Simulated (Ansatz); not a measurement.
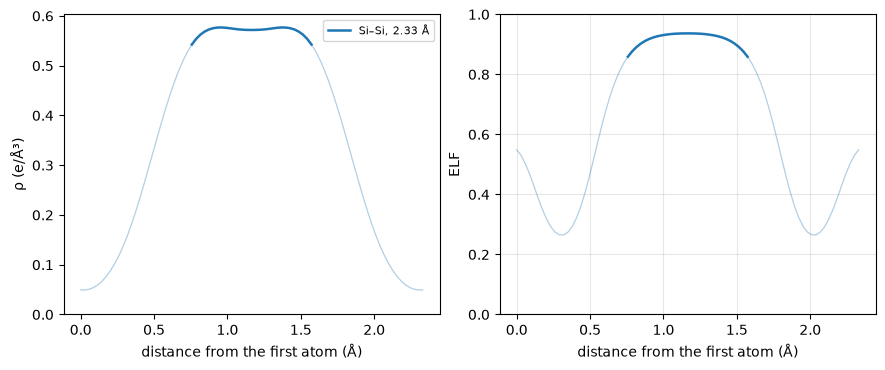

The picture shows: Si. Valence electron density and electron localisation function along straight lines between neighbouring atoms. Thin, pale parts lie inside the atomic spheres.

Space group Ia-3; computed pressure about 5 GPa in this cell.

All numbers below come from DFT, PBE, plane-wave PAW, default files, scalar-relativistic (Ansatz).

The density is the valence pseudo-density of a PAW calculation; it isn't the true density close to the nuclei.

What can be read from the curves?

Answer. Si–Si (2.33 Å): the density is about 0.57 e/Å³ at the midpoint; the ELF peaks at about 0.95 between the atoms.
